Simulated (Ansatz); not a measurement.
Si12H6C (slab)

The calculation's input:

```
crystal:
  lattice:
    - [7.6805938572, 0.0, 0.0]
    - [0.0, 7.6805938572, 0.0]
    - [0.0, 0.0, 22.80875]
  atoms:
    - { symbol: Si, position: [0.098950682, 0.0, 0.6711788239] }
    - { symbol: Si, position: [0.098950682, 0.5, 0.6404888475] }
    - { symbol: Si, position: [0.401049318, 0.0, 0.6404888475] }
    - { symbol: Si, position: [0.401049318, 0.5, 0.6711788239] }
    - { symbol: Si, position: [0.0, 0.25, 0.607266948] }
    - { symbol: Si, position: [0.0, 0.75, 0.607266948] }
    - { symbol: Si, position: [0.5, 0.25, 0.607266948] }
    - { symbol: Si, position: [0.5, 0.75, 0.607266948] }
    - { symbol: Si, position: [0.25, 0.25, 0.5477393544] }
    - { symbol: Si, position: [0.25, 0.75, 0.5477393544] }
    - { symbol: Si, position: [0.75, 0.25, 0.5477393544] }
    - { symbol: Si, position: [0.75, 0.75, 0.5477393544] }
    - { symbol: Si, position: [0.25, 0.0, 0.4882117608] }
    - { symbol: Si, position: [0.25, 0.5, 0.4882117608] }
    - { symbol: Si, position: [0.75, 0.0, 0.4882117608] }
    - { symbol: Si, position: [0.75, 0.5, 0.4882117608] }
    - { symbol: Si, position: [0.0, 0.0, 0.4286841673] }
    - { symbol: Si, position: [0.0, 0.5, 0.4286841673] }
    - { symbol: Si, position: [0.5, 0.0, 0.4286841673] }
    - { symbol: Si, position: [0.5, 0.5, 0.4286841673] }
    - { symbol: Si, position: [0.0, 0.25, 0.3691565737] }
    - { symbol: Si, position: [0.0, 0.75, 0.3691565737] }
    - { symbol: Si, position: [0.5, 0.25, 0.3691565737] }
    - { symbol: Si, position: [0.5, 0.75, 0.3691565737] }
    - { symbol: H, position: [-0.1510299882, 0.25, 0.3288211761] }
    - { symbol: H, position: [0.1510299882, 0.25, 0.3288211761] }
    - { symbol: H, position: [-0.1510299882, 0.75, 0.3288211761] }
    - { symbol: H, position: [0.1510299882, 0.75, 0.3288211761] }
    - { symbol: H, position: [0.3489700118, 0.25, 0.3288211761] }
    - { symbol: H, position: [0.6510299882, 0.25, 0.3288211761] }
    - { symbol: H, position: [0.3489700118, 0.75, 0.3288211761] }
    - { symbol: H, position: [0.6510299882, 0.75, 0.3288211761] }
    - { symbol: C, position: [0.3333462199, 0.0, 0.7544801885] }
    - { symbol: C, position: [0.4947920694, 0.0, 0.7325587768] }
    - { symbol: H, position: [0.264341139, 0.1197824045, 0.7654408944] }
    - { symbol: H, position: [0.264341139, -0.1197824045, 0.7654408944] }
    - { symbol: H, position: [0.5703070635, 0.1197824045, 0.7303666356] }
    - { symbol: H, position: [0.5703070635, -0.1197824045, 0.7303666356] }
scf:
  occupations: { method: gaussian, width: 0.05 }
output:
  forces: true
  write_density: true
  write_potential: true
  elf: true
  volumetric_format: npy
hamiltonian:
  xc: pbe
kpoints:
  mp_grid: { grid: [3, 3, 1] }
efield:
  axis: 3
  dipole_correction: true
relax:
  f_tol: 0.015
  max_steps: 80
  constraints: [{ sites: [20, 21, 22, 23, 24, 25, 26, 27, 28, 29, 30, 31] }]
```

Command:

```sh
ansatz run input.yaml --threads 8 --pin off --max-ram 12288MiB --backend cpu --events-out ev --progress --plain --runs-dir out
```

The fields are those of the relaxed geometry.

Theory: Ansatz, DFT PBE, scalar-relativistic, plane waves, PAW.

Predict the valence pseudo-density and electron localisation function between the atoms.

Si–H (1.48 Å): ρ is about 0.74 e/Å³ halfway; the ELF is about 1 at the midpoint: a covalent bond by its length.
Si–Si (2.40 Å): ρ is about 0.52 e/Å³ halfway; the ELF peaks at about 0.95 between the atoms; a covalent bond.

Does the calculation make it a metal, or give it a gap?

It is gapped, with a Kohn–Sham gap of 0.78 eV on the k-point mesh, an upper bound to the gap of this method.

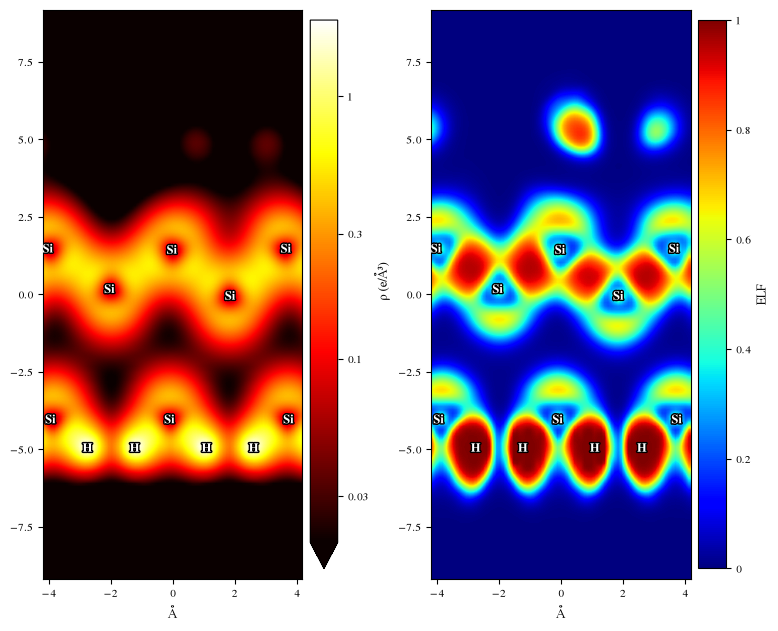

Computed valence pseudo-density and electron localisation function on the (010) plane of the calculation cell, a cut from vacuum to vacuum, in this order. 

In a PAW calculation such maps are meaningful between the atoms, not at the nuclei.
